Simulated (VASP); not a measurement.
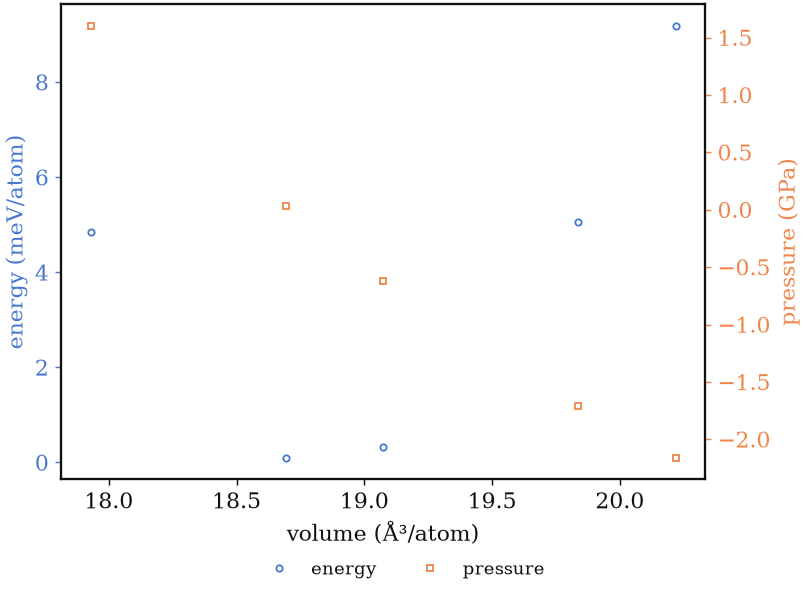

Plotted: energy and pressure against volume for KF, space group Fm-3m (No. 225).

Cell as given: a = 3.779 Å, b = 3.779 Å, c = 3.779 Å, α = 60.00°, β = 60.00°, γ = 60.00°; 2 atoms.

How it was computed, with VASP 6.6.1: plane-wave DFT, no spin polarisation; energies at scaled volumes of the given cell, shape and fractions fixed, counted from the fit's minimum, third-order Birch-Murnaghan fit. Level: PBEsol.

| setting | value |
| --- | --- |
| k mesh | 9×9×9 |
| occupations | Fermi–Dirac |
| smearing width | 0.05 eV |
| potentials | VASP PAW PBE potentials, recommended |
| wave cutoff | 520 eV |

The points at volume 18.31 Å³/atom and 19.46 Å³/atom are left out of the plot. What values does the calculation give there?

```csv
volume (Å³/atom),energy (meV/atom),pressure (GPa)
18.31,1.54,0.77
19.46,2.02,-1.20
```
